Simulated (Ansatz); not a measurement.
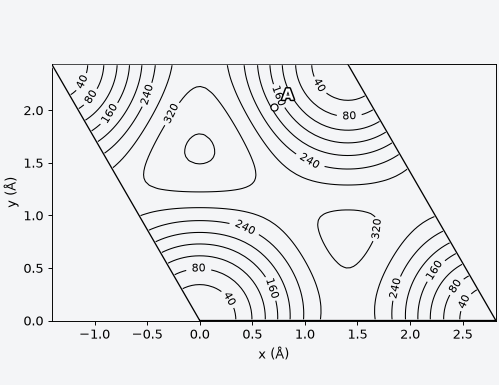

H on an Al(111) slab cut from the Fm-3m phase, its upper half relaxed before the scan (12 atoms of substrate and one adsorbate in a 2 × 2 cell). H is moved over the surface cell at a fixed height above a rigid substrate; the origin of the map has the adsorbate above Al9; the height is held at 2.20 Å. Places are given modulo a cell vector. The map is drawn in real space over the plane of the surface. Grid: 6 × 6 points; 10 points were computed and 26 follow by symmetry. Places are given in fractions of the 1 × 1 surface cell. Energies: meV, counted from the lowest grid point. The runs have no spin polarisation, so an open-shell adsorbate far from the surface lies too high. At a fixed height the lowest place need not be the adsorption site. All numbers below come from DFT PBE+D3(BJ), scalar-relativistic, plane waves, PAW (Ansatz). Settings: cutoff 420 eV, k-mesh 6×6×1, gaussian smearing 0.1 eV, no spin polarisation.

Drawn: contour lines labelled in meV, the outline of one cell of the plane, the point A. Between grid points the surface is interpolated.

Which way does the force act at A, and how strong is it?

Answer. A, at (4/6, 5/6) of the cell vectors, is not a stationary point. The computed force is 0.37 eV/Å in the plane, pointing up and right in the picture (components 0.32 and 0.18 eV/Å).

PAW datasets: the set soft_1.
